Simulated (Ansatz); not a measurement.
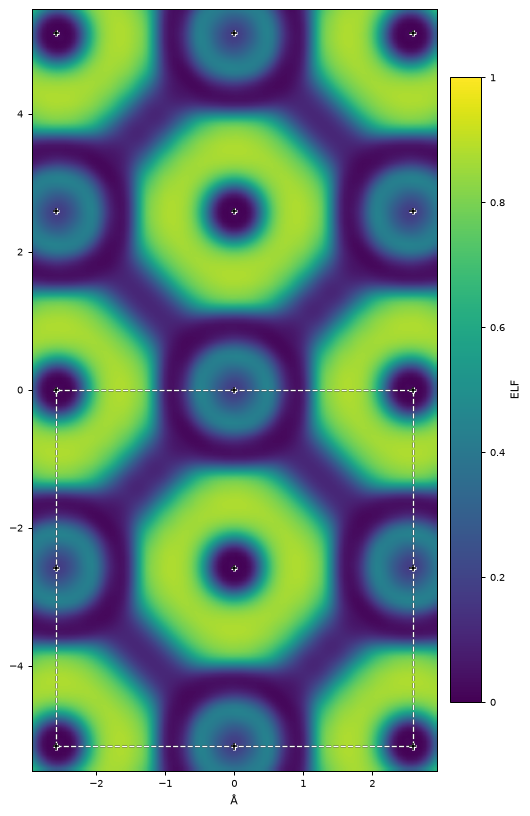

The ELF on a plane through atoms (crosses mark nuclei in the plane).

All numbers below come from Kohn-Sham DFT of a periodic cell, HSE06, Ansatz PAW (Ansatz 0.2.0).

Candidates:
A. TiC, a = 4.42 Å, b = 4.42 Å, c = 4.42 Å, α = 90.00°, β = 90.00°, γ = 90.00°. Space group Fm-3m; a structure from a database of computed crystals, not necessarily the ambient phase; computed pressure about −18 GPa in this cell.
B. Zn, a = 2.63 Å, b = 2.63 Å, c = 4.90 Å, α = 90.00°, β = 90.00°, γ = 120.00°. Space group P6₃/mmc; computed pressure about 3 GPa in this cell.
C. MgS, a = 5.17 Å, b = 5.17 Å, c = 5.17 Å, α = 90.00°, β = 90.00°, γ = 90.00°. Space group Fm-3m.

Q: Which system is this?

A: Candidate C: MgS on the (010) plane of the conventional cell, which holds S and Mg. Mg–S (2.58 Å): the ELF peaks at about 0.90 in the valence shell of S, 0.9 Å from its nucleus, and falls to about 0.05 next to Mg (a largely ionic contact).
